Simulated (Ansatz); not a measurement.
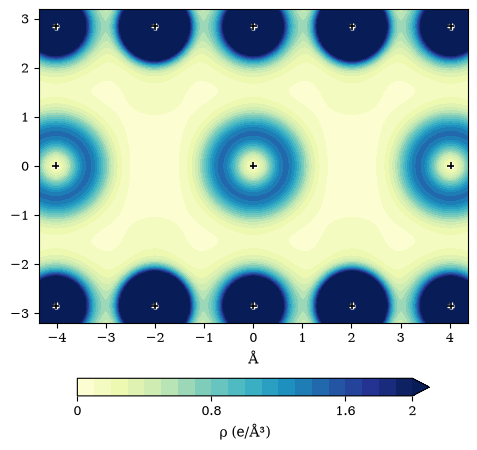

The valence pseudo-density on a plane through atoms (crosses mark nuclei in the plane).

Method: DFT PBE, scalar-relativistic, plane waves, PAW in Ansatz 0.2.0.

Candidates:
A. BaTiO$_{3}$, a = 4.02 Å, b = 4.02 Å, c = 4.02 Å, α = 90.00°, β = 90.00°, γ = 90.00°. Space group Pm-3m; computed without spin polarisation.
B. SiNi, a = 2.68 Å, b = 2.68 Å, c = 11.16 Å, α = 90.00°, β = 90.00°, γ = 120.00°. Space group R-3m; started from the CuPt (L1_1) prototype, which need not be the ambient phase; computed without spin polarisation.
C. Mg$_{11}$O$_{12}$ (cell with a defect), a = 6.10 Å, b = 6.10 Å, c = 8.48 Å, α = 90.00°, β = 90.00°, γ = 120.00°. 

Which system is this?

Answer. Candidate A: BaTiO$_{3}$ on the (011̄) plane of the conventional cell, which holds Ba, Ti and O. Ti–O (2.01 Å): ρ at the midpoint is about 0.61 e/Å³. Ba–O (2.84 Å): ρ is about 0.19 e/Å³ halfway.
